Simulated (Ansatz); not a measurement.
# Run report: TaSi₂, band-structure calculation

TaSi₂ (P6₂22, 9 atoms in the cell), computed with DFT PBE, scalar-relativistic, plane waves, PAW, no spin polarisation (Ansatz 0.2.0).

The structure derives from an entry of the Crystallography Open Database.

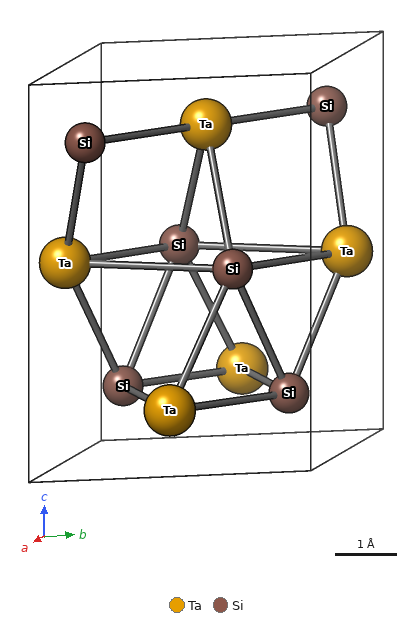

Fig. 1: The structure (ball-and-stick view of the cell of the calculation, seen slightly off an axis).

**Input**
```yaml
crystal:
  lattice:
    - [4.805707158, 0.0, 0.0]
    - [-2.402853579, 4.1618644819, 0.0]
    - [0.0, 0.0, 6.5973473072]
  atoms:
    - { symbol: Ta, position: [0.5, 0.0, 0.5] }
    - { symbol: Ta, position: [0.5, 0.5, 0.8333333333] }
    - { symbol: Ta, position: [0.0, 0.5, 0.1666666667] }
    - { symbol: Si, position: [0.1589210528, 0.3178421056, 0.5] }
    - { symbol: Si, position: [0.8410789472, 0.1589210528, 0.8333333333] }
    - { symbol: Si, position: [0.6821578944, 0.8410789472, 0.1666666667] }
    - { symbol: Si, position: [0.8410789472, 0.6821578944, 0.5] }
    - { symbol: Si, position: [0.1589210528, 0.8410789472, 0.8333333333] }
    - { symbol: Si, position: [0.3178421056, 0.1589210528, 0.1666666667] }
basis:
  ecutwfc: 420
kpoints:
  mp_grid: { grid: [12, 12, 6] }
  band_path:
    path:
      - [[0.0, 0.0, 0.0], [0.5, 0.0, 0.0], [0.33333333, 0.33333333, 0.0], [0.0, 0.0, 0.0], [0.0, 0.0, 0.5], [0.5, 0.0, 0.5], [0.33333333, 0.33333333, 0.5], [0.0, 0.0, 0.5]]
      - [[0.5, 0.0, 0.5], [0.5, 0.0, 0.0]]
      - [[0.33333333, 0.33333333, 0.5], [0.33333333, 0.33333333, 0.0]]
    npoints: 14
hamiltonian:
  xc: pbe
scf:
  occupations: { method: gaussian, width: 0.1 }
  n_extra_bands: 22
output:
  forces: true
  stress: true
  eigenvalues: true
  populations: true
  dos: { projected: true, de: 0.02, nscf_kmesh: { grid: [18, 18, 9] } }
  bader: true
  write_density: true
  write_potential: true
  elf: true
  volumetric_format: npy
```

Run on 2 threads of Intel Xeon (Granite Rapids), 192 GiB of memory available, shared host.

Launch command:
```bash
ansatz run input.yaml --threads 2 --pin off --max-ram 5120MiB --backend cpu --events-out ev --progress --plain --runs-dir out
```

**What the program printed**
```
scf.n_extra_bands = 22 over 32 filled bands (N_el = 63.0): the run solves 54 bands
Engine: ansatz 0.2.0, x86_64-unknown-linux-gnu
Pseudopotentials: kind: paw
Pseudopotential: Ta, paw, valence charge 13, recommended cutoff 420 eV (normal), Ta.paw.azcp
Pseudopotential: Si, paw, valence charge 4, recommended cutoff 420 eV (normal), Si.paw.azcp
Functional definition: PBE
  parameter kappa = 0.804
  parameter beta = 0.06672455060314922
  exchange = pbe_x(kappa = kappa, mu = beta*pi^2/3)
  correlation = pbe_c(beta = beta)
Crystal: 9 atoms, lattice volume = 131.952 Å³
Basis set: ecut = 420 eV, 2543 PW (Γ), exchange–correlation on 72×72×90 points (8 copies of the dense FFT grid, shifted against one another)
Bands: 54, of which v1, the nominal top of the filled ones, is band 32 counted from 1 (31 counted from 0)
Symmetry: 12 space group operations
Space group: P6222 (ITA 180), of the structure as read, at distance tolerance 5.1e-5 Å
k-points: 76 of 864 (time reversal used)
Non-local potential: Ta, projectors of the file, l = 0: 3, l = 1: 2, l = 2: 2, l = 3: 1
Non-local potential: Si, projectors of the file, l = 0: 2, l = 1: 2, l = 2: 2
PAW form: soft (Blöchl's): semilocal exchange-correlation on the pseudo side does not see the compensation charge
PAW one-centre angular grid: Ta, 590 points (default); XC on 64 Gauss nodes
PAW one-centre angular grid: Si, 110 points (default); XC on 64 Gauss nodes
Initial density: superposition of atomic densities (neutral atoms: chi_scale 0, normalization atom), corrected by the library's trained network
Initial wavefunctions: pseudopotential atomic-orbital guess
Functional: x = pbe(κ = 0.804, μ = 0.2195149727645171), c = pbe(β = 0.06672455060314922)
SCF iter   1: F=—  HF=-33615.925371 eV  |F-HF|=—  |Δ(HF+E_count)|=         —  Δρ=3.92e-3  dr2=1.22e-2  ethr=1.77e-3  ⟨swp⟩=5.3  Hψ=18205  notcnv=0  defer=377
preconditioner: auto → Kerker (q_TF=auto, 2.412 Å⁻¹)  [metal: Δε(μ)=0.022 eV  Ē_g=9.469 eV  σ=0.100 eV  W_gap=0.12  n_scr=22 (ndim 8)  ℏωp=20.2 eV  f_vac=0.000  D(μ)=3.48/eV (n_scr^D=22)]
SCF iter   2: F=—  HF=-33615.926816 eV  |F-HF|=—  |Δ(HF+E_count)|=   1.45e-3  Δρ=2.29e-3  dr2=4.19e-3  ethr=1.93e-5  ⟨swp⟩=1.3  Hψ=4813  notcnv=0  defer=439
SCF iter   3: F=—  HF=-33615.927435 eV  |F-HF|=—  |Δ(HF+E_count)|=   6.19e-4  Δρ=2.06e-4  dr2=5.95e-5  ethr=6.64e-6  ⟨swp⟩=2.4  Hψ=4100  notcnv=0  defer=439
SCF iter   4: F=—  HF=-33615.927407 eV  |F-HF|=—  |Δ(HF+E_count)|=   2.78e-5  Δρ=7.00e-5  dr2=6.60e-6  ethr=9.44e-8  ⟨swp⟩=2.4  Hψ=4517  notcnv=0  defer=439
SCF iter   5: F=—  HF=-33615.927407 eV  |F-HF|=—  |Δ(HF+E_count)|=   4.32e-7  Δρ=9.23e-6  dr2=1.09e-7  ethr=1.05e-8  ⟨swp⟩=2.2  Hψ=4253  notcnv=0  defer=439
SCF iter   6: F=-33615.927407 eV  HF=-33615.927407 eV  |F-HF|=2.18e-10  |Δ(HF+E_count)|=   2.71e-9  Δρ=1.42e-6  dr2=2.14e-9  ethr=1.59e-10  ⟨swp⟩=14.0  Hψ=27507  notcnv=0
SCF 1 converged in 6 iterations: F = -33615.927407 eV  dr2 = 2.14e-9
  greatest PAW one-centre occupation: 1.000 electrons in one spin orbital (limit 2), on the Ta atom at site 2 (counted from 0), in its partial waves of l = 0
```

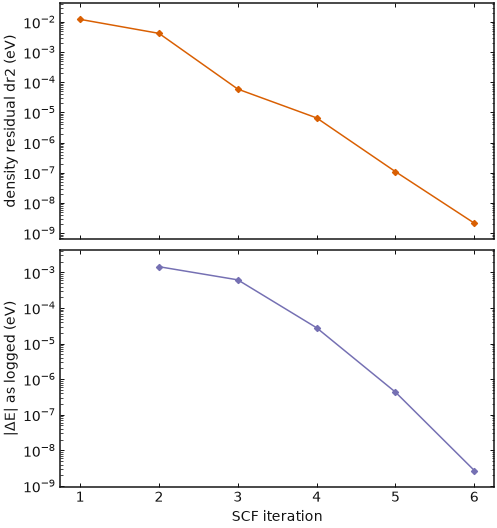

Fig. 2: Convergence of the self-consistent field: density residual dr2 and size of the energy change against the SCF iteration. The residual falls at every step.

```
NSCF: frozen V_eff on 129 k-points
NSCF: frozen V_eff on 185 k-points
SCF converged after 6 iterations
Free energy (F): -33615.927407 eV
Harris-Foulkes:  -33615.927407 eV  (|F-HF|=2.18e-10)
Internal energy: -33615.909885 eV  (E = F + TS)
E sigma→0 (E₀):  -33615.918646 eV
Entropy (-TS):   -0.017522 eV (-1.947 meV/atom)
Fermi energy:    14.982876 eV
--- Per-component energies (eV) ---
  E_band       = -269.276824
  E_kinetic    = 1359.056054
  E_local      = -2359.543078  (includes V_loc(G=0)·N_el)
  E_nonlocal   = 195.546126
  E_hartree    = 899.414798
  E_xc         = -997.183508
  E_vxc        = -907.185138  (∫ρ·V_xc dr)
  E_paw        = -28267.279114  (= ΣΔE_a)
  E_vpaw       = -355.980152  (= ΣTr[D̂ρ^β])
  E_aug_tail   = 0.000511  (compensation charges beyond the density's cutoff)
  E_ewald      = -4445.921673
  E_smearing   = -0.017522  (= −TS)
  E_closure    = 0.000000  (closes the sum)
  Σ components = -33615.927407   (vs F -33615.927407, Δ=0.00e0)
--- Forces (eV/Å), atoms counted from 1 ---
  atom   1  Ta    -0.00000000     0.00000000    -0.00000000
  atom   2  Ta     0.00000000     0.00000000    -0.00000000
  atom   3  Ta    -0.00000000    -0.00000000     0.00000000
  atom   4  Si     0.00000000     0.00039485     0.00000000
  atom   5  Si    -0.00034195     0.00019743    -0.00000000
  atom   6  Si    -0.00034195    -0.00019743     0.00000000
  atom   7  Si     0.00000000    -0.00039485     0.00000000
  atom   8  Si     0.00034195    -0.00019743    -0.00000000
  atom   9  Si     0.00034195     0.00019743     0.00000000
  max |Σ_I F_I| component: 7.41e-17 eV/Å
--- Stress (GPa, compression-positive) ---
        0.002112       0.000000      -0.000000
       -0.000000       0.002112       0.000000
        0.000000       0.000000      -0.006504
  P = ⅓ Tr σ = -0.0008 GPa (-0.008 kbar)
--- Band table (eV; the first three rows and the last of 76) ---
  k-point 0: bands = ["-52.7146", "-52.7003", "-52.7003", "-19.3898", "-19.3876", "-19.3876", "-19.3232", "-19.3232", "-19.2333", "-19.2289", "-19.2262", "-19.2262", "1.6884", "4.9758", "4.9758", "8.5013", "9.0107", "9.0107", "9.1994", "9.1994", "10.1776", "11.1662", "11.1662", "11.5275", "12.4409", "12.4409", "12.5011", "12.5011", "12.5363", "12.8122", "12.8122", "13.4848", "15.7110", "17.9152", "17.9152", "18.3151", "18.4583", "18.4860", "18.8062", "18.8062", "18.9199", "18.9199", "19.2845", "19.6047", "19.6047", "19.9803", "19.9803", "20.3971", "20.7043", "20.7043", "21.0169", "22.7925", "22.9480", "22.9480"]
  k-point 1: bands = ["-52.7140", "-52.7034", "-52.6978", "-19.4123", "-19.3853", "-19.3562", "-19.3259", "-19.3253", "-19.2400", "-19.2397", "-19.2307", "-19.2106", "1.7961", "4.1061", "5.8434", "8.5926", "8.7417", "9.1024", "9.3286", "9.5584", "10.1441", "10.3058", "10.9205", "11.2317", "12.2866", "12.5277", "12.6459", "12.7488", "12.7956", "12.8942", "13.3372", "13.4327", "16.0757", "17.3160", "17.8658", "18.2550", "18.4827", "18.4857", "18.7178", "18.8714", "18.9355", "19.0971", "19.1808", "19.2081", "19.9725", "20.0268", "20.0791", "20.1017", "20.4424", "21.4582", "21.6861", "22.1143", "22.9075", "23.1314"]
  k-point 2: bands = ["-52.7123", "-52.7067", "-52.6961", "-19.4280", "-19.3726", "-19.3366", "-19.3289", "-19.3216", "-19.2591", "-19.2446", "-19.2356", "-19.1991", "2.1139", "3.3036", "6.6246", "8.5646", "8.8537", "9.2125", "9.2242", "9.6361", "10.0463", "10.2944", "10.3394", "10.6298", "12.2493", "12.4621", "12.5960", "12.7626", "12.8734", "13.0324", "13.3215", "14.7578", "16.6109", "17.4759", "17.4962", "17.8990", "18.3852", "18.4113", "18.6160", "18.8594", "18.8910", "19.0576", "19.2206", "19.4023", "19.5221", "19.6893", "20.2251", "20.2347", "20.3590", "21.3663", "21.7733", "22.3841", "22.6808", "23.1778"]
  k-point 75: bands = ["-52.7097", "-52.7027", "-52.7027", "-19.4282", "-19.4039", "-19.4039", "-19.3032", "-19.3032", "-19.2541", "-19.2240", "-19.2240", "-19.2059", "4.5689", "4.5689", "5.1423", "6.0024", "6.0024", "7.1018", "9.7787", "10.2012", "10.2012", "10.4508", "12.2088", "12.2088", "12.4264", "12.4264", "12.4572", "12.6272", "14.2354", "14.2354", "14.8293", "14.8293", "15.9049", "16.5309", "16.5309", "17.2387", "17.7729", "17.7729", "18.3675", "18.4482", "18.4482", "18.4929", "19.0295", "19.5608", "19.5608", "20.5284", "20.5284", "20.9895", "21.3930", "21.6093", "21.6093", "21.7451", "22.6329", "22.6329"]
--- Löwdin populations: 9 sites ---
  site symbol       q [e]
     0     Ta     12.8452
     1     Ta     12.8452
     2     Ta     12.8452
     3     Si      3.9739
     4     Si      3.9739
     5     Si      3.9739
     6     Si      3.9739
     7     Si      3.9739
     8     Si      3.9739
  spilling = 0.009855 (of n_electrons = 63.000000)
--- Bader charges: 9 sites ---
  site symbol  charge [e]  shift [e]
     0     Ta      0.8699     0.0023
     1     Ta      0.8699     0.0023
     2     Ta      0.8699     0.0023
     3     Si     -0.4349     0.0012
     4     Si     -0.4349     0.0012
     5     Si     -0.4350     0.0012
     6     Si     -0.4350     0.0012
     7     Si     -0.4349     0.0012
     8     Si     -0.4349     0.0012
  estimated error of the sums over rays = 9.0e-4 e
```

**File populations.tsv**
```
# site	symbol	l	j	q
# orbitals = lowdin
# n_electrons = 63.000000
# spilling = 0.009855
0	Ta	0_5S	-	1.939608
0	Ta	0_6S	-	0.525525
0	Ta	1_5P	-	5.984403
0	Ta	2_5D	-	4.395686
1	Ta	0_5S	-	1.939608
1	Ta	0_6S	-	0.525525
1	Ta	1_5P	-	5.984403
1	Ta	2_5D	-	4.395686
2	Ta	0_5S	-	1.939608
2	Ta	0_6S	-	0.525525
2	Ta	1_5P	-	5.984403
2	Ta	2_5D	-	4.395686
3	Si	0_3S	-	1.221327
3	Si	1_3P	-	2.752585
4	Si	0_3S	-	1.221327
4	Si	1_3P	-	2.752585
5	Si	0_3S	-	1.221327
5	Si	1_3P	-	2.752585
6	Si	0_3S	-	1.221327
6	Si	1_3P	-	2.752585
7	Si	0_3S	-	1.221327
7	Si	1_3P	-	2.752585
8	Si	0_3S	-	1.221327
8	Si	1_3P	-	2.752585
```

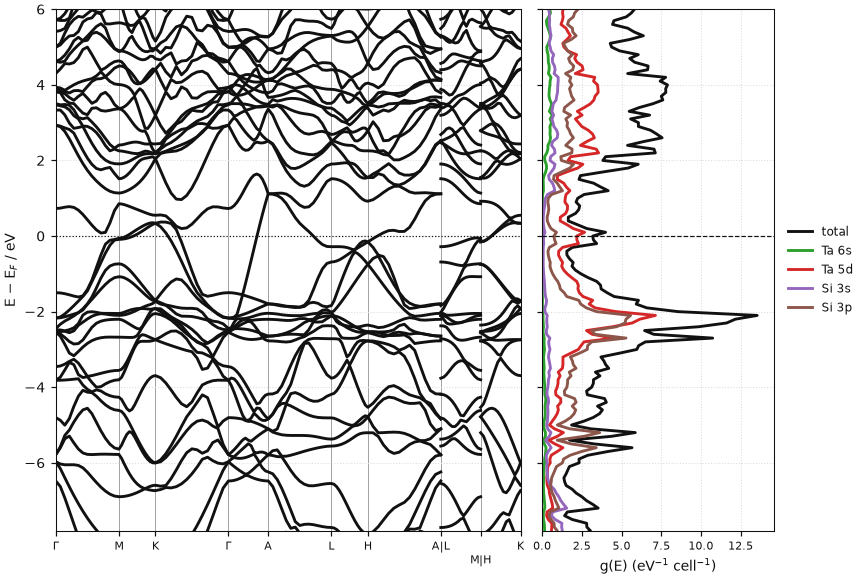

Fig. 3: Band structure along Γ–M–K–Γ–A–L–H–A|L–M|H–K and density of states (projected on Löwdin-orthogonalised atomic shells), with energies from the Fermi level. Bands cross the Fermi level: a metal at this level of theory.

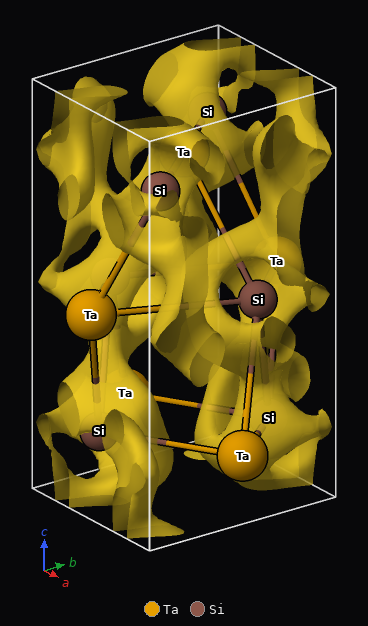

Fig. 4: Isosurface of the electron localisation function at 0.65 (yellow), seen slightly off an axis. Only the valence region is drawn (cores and ρ < 0.01 e/Å³ removed). Sticks mark near contacts. The outline is the cell set on symmetry axes. The ELF exceeds this value in channels that run through the cell in one direction, counted in one cell of 9 atoms. Along the contacts the grid gives the following. Si–Si (2.57 Å): the ELF peaks at about 0.75 between the atoms, which marks a covalent bond. Ta–Si (2.62 Å): the ELF is about 0.40 at the midpoint. The fields are those of the smooth PAW valence density.

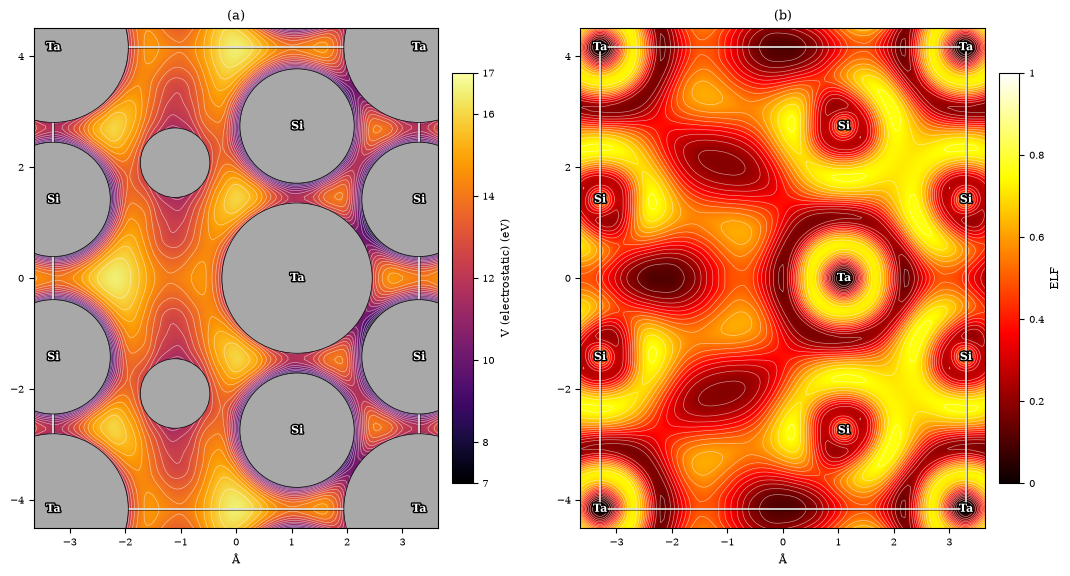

Fig. 5: (a) electrostatic potential (local pseudopotential plus Hartree) felt by an electron; (b) ELF on the (110) plane of the conventional cell. Grey discs, where drawn, cover atomic cores. Atoms in the plane: Ta and Si. Ta–Si (2.62 Å): the ELF is about 0.40 at the midpoint. Ta–Si (2.74 Å): the ELF is about 0.40 at the midpoint. The strong features right at Ta lie inside the PAW spheres (semicore, d or f shells) and say nothing about bonding. Outside the cores the potential energy rises away from the atoms and is highest about 1.8 Å from the nearest atoms; outside the discs it spans about 9 eV, and its zero is arbitrary.

**Summary**

```json
{"quantity": "outcome", "value": "converged"}
{"quantity": "space group (tolerance 0.01 Å)", "value": "P6₂22 (180)"}
{"quantity": "electrons treated", "value": "63"}
{"quantity": "free energy", "value": "−33615.9274 eV"}
{"quantity": "Fermi energy", "value": "14.983 eV"}
{"quantity": "gap on the k-point mesh", "value": "none (metallic)"}
{"quantity": "pressure", "value": "0.00 GPa"}
{"quantity": "largest force (length of the vector)", "value": "under 0.001 eV/Å"}
{"quantity": "wall time", "value": "90 s (CPU time 2.9 min)"}
{"quantity": "peak memory", "value": "1 GiB"}
```

**Remarks**

Spin–orbit coupling is left out, which matters for Ta.
